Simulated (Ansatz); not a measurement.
System: Si$_{32}$O (cell with a defect).

```
Si O
1.0
    -5.46968    5.46968   -5.46968
     5.46968    5.46968    5.46968
     5.46968   -5.46968   -5.46968
Si O
32 1
Direct
  0.24291 0.74804 0.74533
  0.00682 0.00537 0.78749
  0.49765 0.74453 0.49767
  0.74907 0.24768 0.74938
  0.24935 0.99931 0.51128
  0.49804 0.49835 0.74600
  0.99996 0.24684 0.50229
  0.75201 0.75233 0.25395
  0.49756 0.00268 0.25461
  0.73803 0.48801 0.48867
  0.99916 0.75342 0.99998
  0.21932 0.21787 0.21246
  0.99967 0.49829 0.25057
  0.73782 0.99878 0.99998
  0.50164 0.25396 0.99998
  0.25133 0.52373 0.99997
  0.24927 0.50222 0.74492
  0.98619 0.73163 0.73668
  0.48765 0.48661 0.48611
  0.74508 0.99740 0.75167
  0.24971 0.74741 0.49950
  0.50163 0.25140 0.75070
  0.00152 0.00049 0.51384
  0.75091 0.50067 0.24926
  0.50432 0.75727 0.25503
  0.75019 0.24789 0.50045
  0.99486 0.50011 0.99997
  0.24951 0.99494 0.26328
  0.99339 0.24571 0.24828
  0.74861 0.75198 0.99998
  0.48787 0.99871 0.99997
  0.26694 0.28612 0.99998
  0.10250 0.02706 0.99998
```

The calculation used DFT PBE, scalar-relativistic, plane waves, PAW in Ansatz 0.2.0.

Q: What will maps of the valence pseudo-density and electron localisation function show?

A: Si–Si (2.30 Å): ρ is about 0.6 e/Å³ halfway; the ELF peaks at about 0.95 between the atoms; a covalent bond.
Si–Si (2.37 Å): the density is about 0.56 e/Å³ at the midpoint; the ELF peaks at about 0.95 between the atoms: a covalent bond.
Si–Si (2.39 Å): the density is about 0.54 e/Å³ at the midpoint; the ELF peaks at about 0.95 between the atoms (localised, covalent bonding).

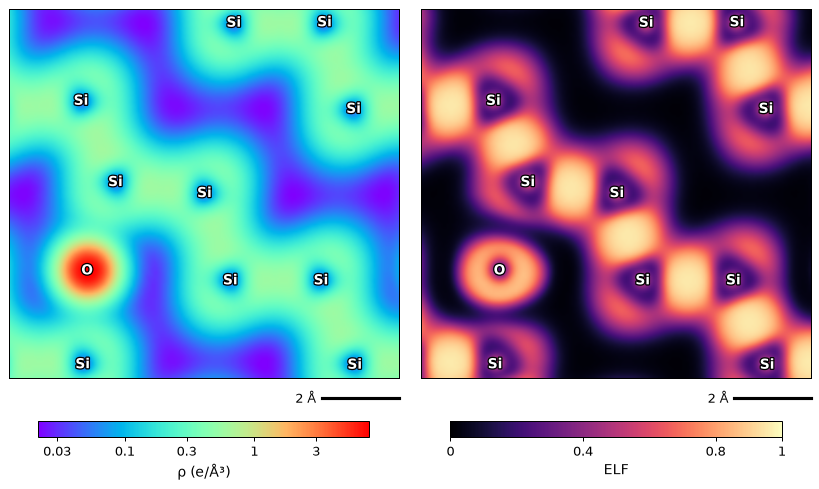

Computed valence pseudo-density and electron localisation function on the (001) plane of the calculation cell, in this order. 

The density is the valence pseudo-density of a PAW calculation; it isn't the true density close to the nuclei.
